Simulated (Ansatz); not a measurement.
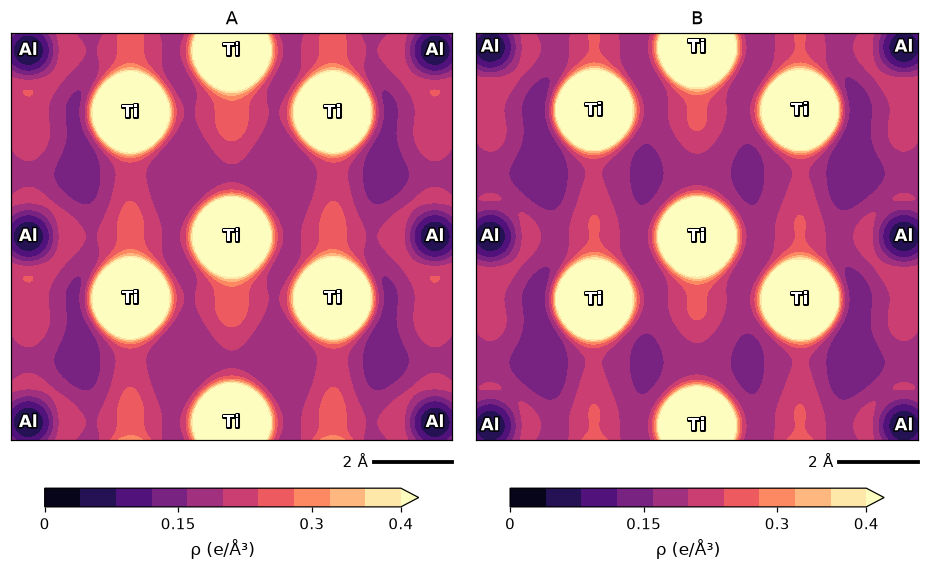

Ti₃Al. The valence electron density of two cells that differ in size, on the (110) plane of each (indices in the axes of the calculation cell), at one length scale and on one colour scale: B has 17.5 Å³ an atom and A 16.6.

Space group P-6m2; a point of a scan over the structure, not its minimum; a structure from a database of computed crystals, not necessarily the ambient phase; computed without spin polarisation; PAW files of the earlier set (soft_1).

Level of theory: DFT PBEsol, scalar-relativistic, plane waves, PAW in Ansatz.

Q: What does the compression do to the bonding and the properties?

A: From the larger cell to the smaller, Ti–Ti goes from 3.06 to 3.01 Å, and the density at its midpoint from 0.17 to 0.18 e/Å³; Ti–Al goes from 3.08 to 3.03 Å, and the density at its midpoint from 0.16 to 0.17 e/Å³; the pressure goes from −5 to −0.1 GPa.
